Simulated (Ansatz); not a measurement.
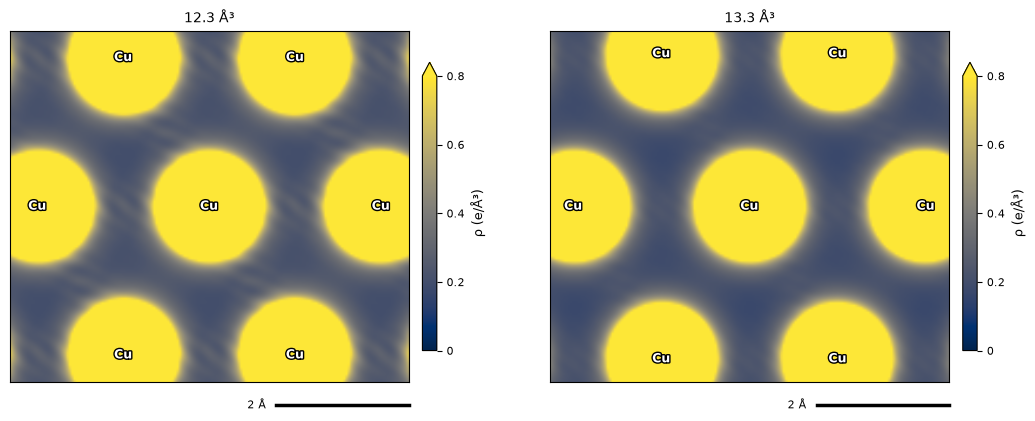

Cu. The valence charge density (pseudo) of cells scaled evenly to different volumes (given per atom above each panel), on the (001) plane of each (indices in the axes of the cell below), at one length scale and on one colour scale.

A generated structure, not necessarily the stable one; computed without spin polarisation.

These are results of DFT, revPBE, plane waves (420 eV) with PAW, scalar-relativistic in Ansatz 0.2.0, not measurements.

The largest cell:

```
Cu
1.0
    -1.78561    1.46939    1.30961
     1.46939   -1.78561    1.30961
     3.34276    3.34276   -1.88877
Cu
2
Direct
  0.95853 0.04147 0.00000
  0.79147 0.20853 0.50000
```

| volume (Å³/atom) | Cu–Cu contact in the plane (Å) | ρ at its midpoint (e/Å³) | pressure (GPa) | 
| --- | --- | --- | --- |
| 12.29 | 2.590 | 0.292 | −0.1 | 
| 12.79 | 2.624 | ? | ? | 
| 13.28 | 2.658 | 0.231 | −8.1 | 

### Estimate the missing row, and compare with the calculation.

Over the known rows ln ρ falls by 3.45 per Å of Cu–Cu distance (the line through the two), which gives 0.260 e/Å³ at 2.624 Å; the calculation gives 0.244 e/Å³. For the pressure, a straight line in volume between the neighbouring rows gives −4.1 GPa; the calculation gives −4.6, lower because pressure rises ever faster on compression.
